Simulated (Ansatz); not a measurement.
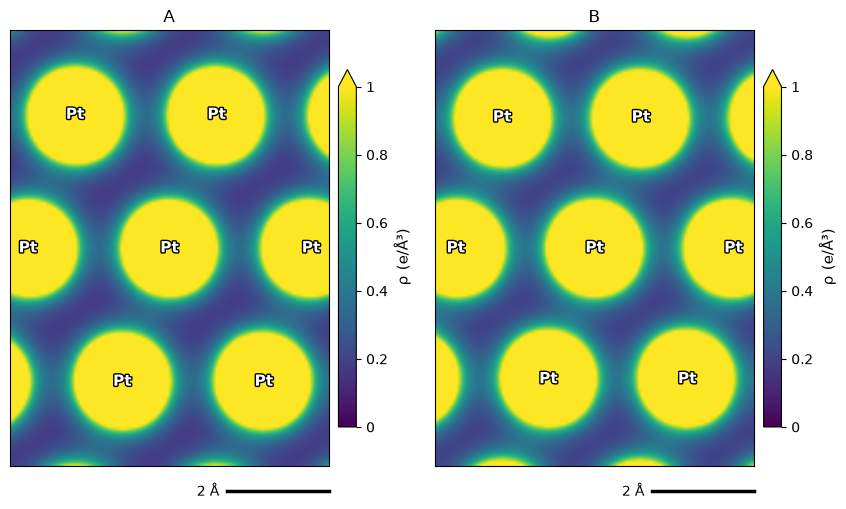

Pt. The valence charge density (pseudo) of two cells that differ in size, on the (101̄) plane of each (indices in the axes of the calculation cell), at one length scale and on one colour scale: A has 16.9 Å³ an atom and B 15.9.

Method: Kohn-Sham DFT of a periodic cell, LDA, Ansatz PAW (Ansatz).

In a PAW calculation such maps are meaningful between the atoms, not at the nuclei.

The larger cell:

```cif
data_structure
_symmetry_space_group_name_H-M 'P 1'
_symmetry_Int_Tables_number 1
_cell_length_a 2.7978
_cell_length_b 2.7978
_cell_length_c 2.7978
_cell_angle_alpha 109.471
_cell_angle_beta 109.471
_cell_angle_gamma 109.471
_cell_volume 16.86
loop_
_atom_site_label
_atom_site_type_symbol
_atom_site_fract_x
_atom_site_fract_y
_atom_site_fract_z
_atom_site_occupancy
Pt1 Pt 0.00000 0.00000 0.00000 1
```

The smaller cell: a = 2.744 Å, b = 2.744 Å, c = 2.744 Å, α = 109.47°, β = 109.47°, γ = 109.47°.

Question: What changes from the larger cell to the smaller?

Answer: From the larger cell to the smaller, Pt–Pt goes from 2.80 to 2.74 Å, and the density at its midpoint from 0.35 to 0.39 e/Å³; the pressure goes from −26 to −16 GPa.
